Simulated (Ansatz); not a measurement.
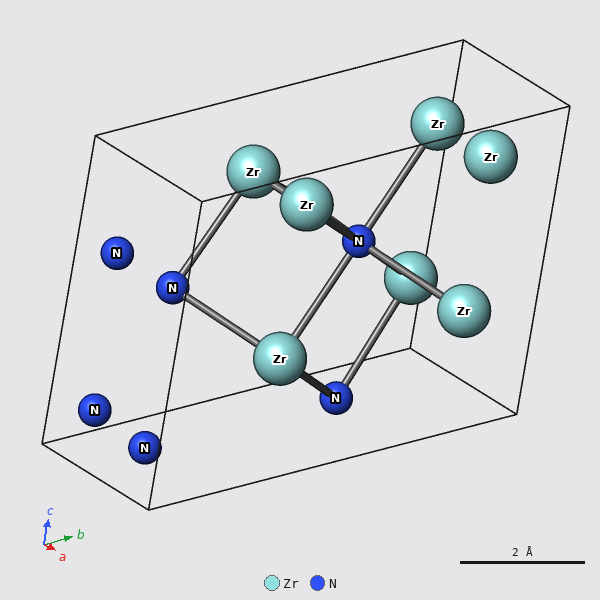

Shown here is a ball-and-stick view of the crystal, taken slightly off an axis. Thin lines show the supercell, with boundary atoms drawn in all their periodic places. The host is ZrN, in a cell of 16 sites, and the cell is neutral.

Which defect is modelled here, and what are its neighbours?

Answer. A zirconium vacancy. Around the empty site lie six N at about 2.4 Å.

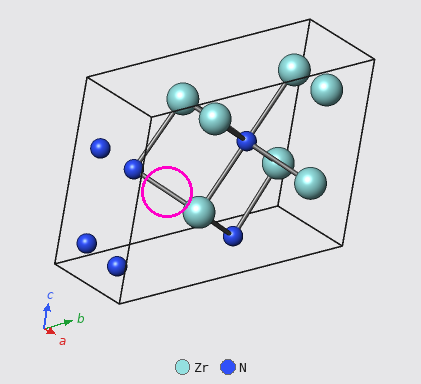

The same cell with a ring at the defect's site.

The atoms were relaxed in the host's cell with Ansatz 0.2.0, DFT PBE, scalar-relativistic, plane waves, PAW.
